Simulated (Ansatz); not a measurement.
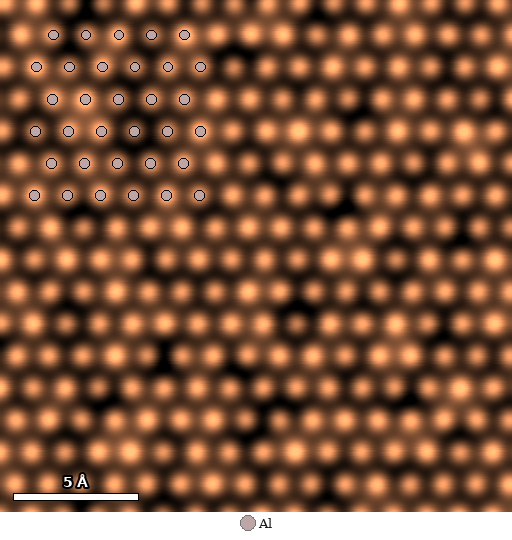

Integrated-DPC-like image of Al (P6/mmm, No. 191) along [201]. Simulated as the projected potential of neutral atoms (B = 0.3 Å²) blurred by a 0.64 Å probe, the thin-sample limit of integrated differential phase contrast. A slight drift and the speckle of an amorphous layer were added. Structure used: coordinates from a relaxation with Ansatz, DFT, r2SCAN, plane waves (500 eV) with PAW, scalar-relativistic; the starting structure was generated, so it need not be a known form of this composition.

Coloured dots in one corner mark the columns of the model.

**Describe what the image shows.**

The columns repeat on a centred rectangular net of 1.34 × 2.61 Å (plane group c2mm). All columns are alike (Al). The shortest distance between visible columns is 1.34 Å in projection. Along the beam the structure repeats every 9.46 Å.
